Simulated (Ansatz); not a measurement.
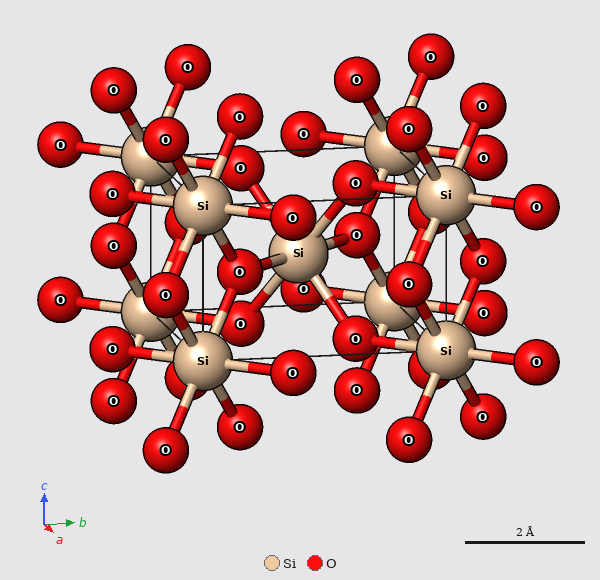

This is solid SiO2 (built on the rutile type) at its r2SCAN-relaxed geometry. Style: ball-and-stick. Shown: the cell of the calculation, slightly off an axis.

Method: DFT, r2SCAN, plane waves, PAW (Ansatz). Settings: plane-wave cutoff 500 eV; k-point mesh 6 × 6 × 10; occupations fixed; no spin polarisation.

Change: All lengths are scaled by +1.0 % (volume +3.0 %). The atoms were relaxed with r2SCAN under that strain, and this is a single point on that geometry.

> What is the effect?

Near-neighbour distances before and after: O–Si 1.812 → 1.836 Å, O–Si 1.760 → 1.773 Å. The space group stays P4_2/mnm (No. 136). The energy rises by 6.7 meV per atom. The pressure goes from 0.0 to −8.9 GPa. The principal stresses (compression positive) are −11.0 GPa along c and −7.8 GPa across it. The forces stay under 0.01 eV/Å.
